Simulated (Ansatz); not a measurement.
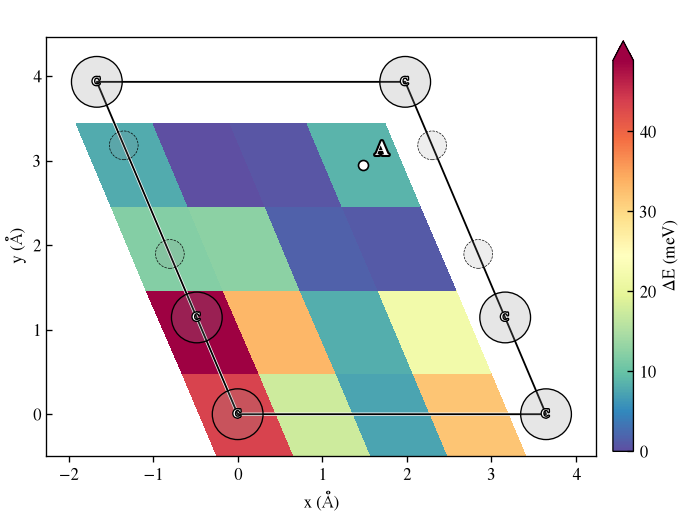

N₂ on a C(110) slab cut from the R-3m phase, its upper half relaxed before the scan (10 atoms of substrate and one adsorbate in a 1 × 1 cell). N2 is moved over the surface cell at a fixed height above a rigid substrate; the origin of the map has the adsorbate above C9; the height is held at 3.20 Å. Places are given modulo a cell vector. The map is drawn in real space over the plane of the surface. The grid has 4 × 4 points. Energies: meV, counted from the lowest grid point. With one adsorbate in each 1 × 1 cell, its nearest image is 3.6 Å away, so neighbouring adsorbates interact. At a fixed height the lowest place need not be the adsorption site. Theory: Ansatz, DFT PBE+D3(BJ), scalar-relativistic, plane waves, PAW. Settings: cutoff 420 eV, k-mesh 8×7×1, gaussian smearing 0.05 eV, no spin polarisation.

The picture shows one coloured cell a grid point, labelled circles for the atoms of the top layer and small ones for the second layer, the outline of one cell of the plane, one colour for all values above the top of the scale, the point A.

**Which way does the force act at A, and how strong is it?**

A, at (3/4, 3/4) of the cell vectors, is not a stationary point. The computed force is 0.026 eV/Å in the plane, pointing down in the picture (components −0.006 and −0.026 eV/Å).

PAW datasets: the set soft_1.
